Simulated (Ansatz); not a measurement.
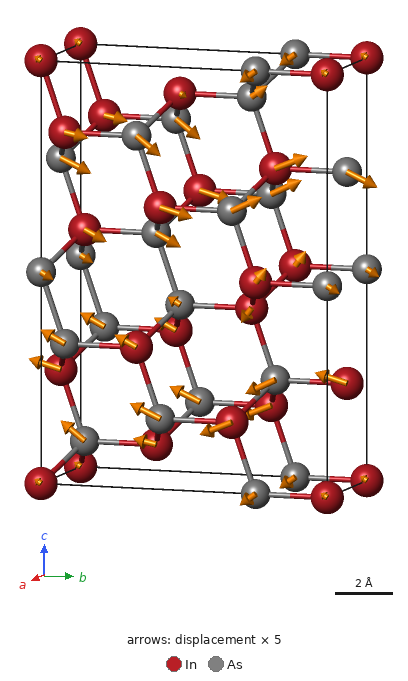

A relaxation of an interface cell of composition InAs. The starting structure is drawn; orange arrows show the displacements (the part carried along by the change of the cell is left out), magnified 5 times.

A ball-and-stick model of the cell of the calculation, seen slightly off an axis.

Case: antiphase boundary on (2 1 1), species swapped.

Computed with DFT PBE, scalar-relativistic, plane waves, PAW (Ansatz 0.2.0). Set-up: plane-wave cutoff 420 eV; k-point mesh 8 × 4 × 3; occupations gaussian; smearing width 0.1 eV; no spin polarisation; cell relaxed at fixed a, b, alpha, beta, gamma; force threshold 0.02 eV/Å; at most 45 steps.

### What happened in the run?

The energy falls by 0.889 eV per cell of the calculation in 3 accepted moves (4 points after the start). Largest force component: 0.95 eV/Å at the start, 0.019 eV/Å at the end. Pressure: 0.97 GPa at the start and 0.31 GPa at the end. The SCF was repeated once at an unchanged geometry on a basis and grid sized afresh for the cell, which shifted the energy by 1.1 meV per cell of the calculation at most. The largest moves relative to the cell, 0.26 Å, are those of In atoms. By element the largest moves are In 0.26 Å, As 0.25 Å. Cell: a unchanged at 4.374 Å, b unchanged at 10.715 Å, c 15.153 → 15.277 Å (+0.8 %). Volume +0.8 %. Some distances before and after: As–As 2.679 → 2.478 Å, In–In 2.679 → 2.852 Å, As–As 2.679 → 2.533 Å, As–In 2.679 → 2.753 Å. Among the angles between lasting bonds that change: As–As–As 109.5° → 119.4°, In–In–In 109.5° → 100.2°, In–As–In 109.5° → 102.6°. Cost: 15 min on 4 threads of Intel(R) Xeon(R) Processor @ 2.50GHz (Skylake/Cascade Lake), with other jobs on the host, peak memory 5.1 GiB.
